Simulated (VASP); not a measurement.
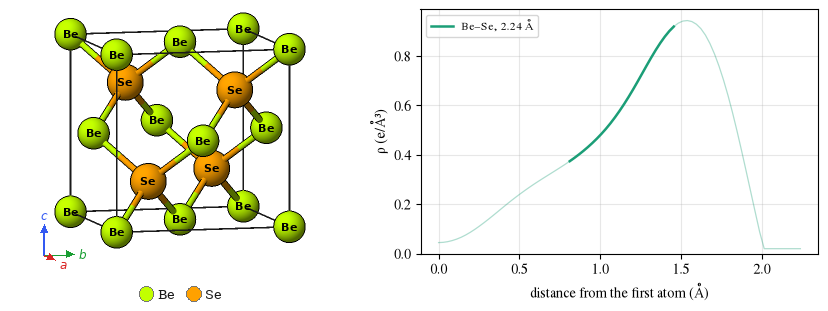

*BeSe. Valence pseudo-density along straight lines between neighbouring atoms. Thin, pale parts lie inside the atomic spheres. The structure is drawn too.*

Space group F-43m; a structure from a database of computed crystals, not necessarily the ambient phase.

Theory: Kohn-Sham DFT of a periodic cell, PBE, spin-orbit coupling, VASP PAW PBE potentials, recommended (VASP 6.6.1).

In a PAW calculation such maps are meaningful between the atoms, not at the nuclei.

What can be read from the curves?

Be–Se (2.24 Å): ρ is about 0.58 e/Å³ halfway.
